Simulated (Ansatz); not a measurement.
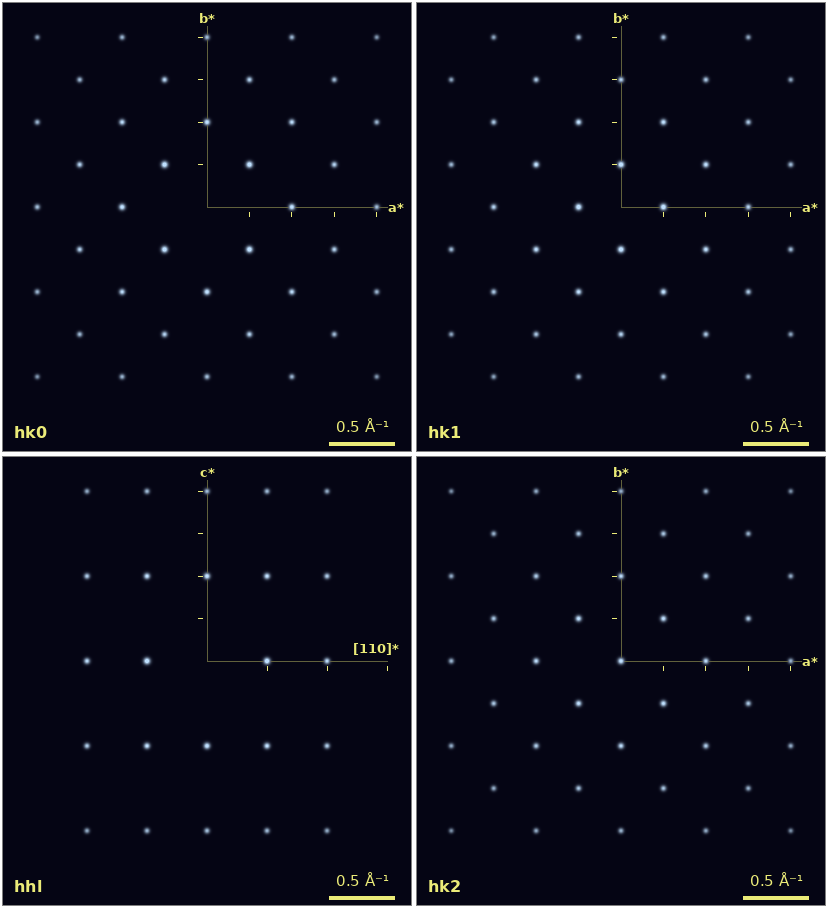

Simulated precession-type sections (X-rays; kinematic intensities, B = 0.5 Å²). The ticks mark integer indices of the conventional cell.

### Read the reciprocal cell and give the direct cell.

a* = 0.331, b* = 0.331, c* = 0.331 Å⁻¹; the cell is cubic with a = 3.02 Å.

### Which reflection conditions do the layers show?

Reflections are present only under these conditions. hkl: h + k + l = 2n; hk0: h + k = 2n; hhl: l = 2n; h00: h = 2n. The lattice is body-centred (I).

### Which space groups fit?

The intensities have Laue symmetry m-3m (the hk0 layer shows 4mm, hk1 shows 4mm). With these conditions the candidates are I432 (No. 211), I-43m (No. 217), Im-3m (No. 229). Diffraction geometry alone does not choose among them; the structure has Im-3m. The compound is Ru. Structure: the end point of a relaxation with DFT, PBEsol, plane waves (420 eV) with PAW, scalar-relativistic (Ansatz); the starting structure was generated, so it need not be a known form of this composition.
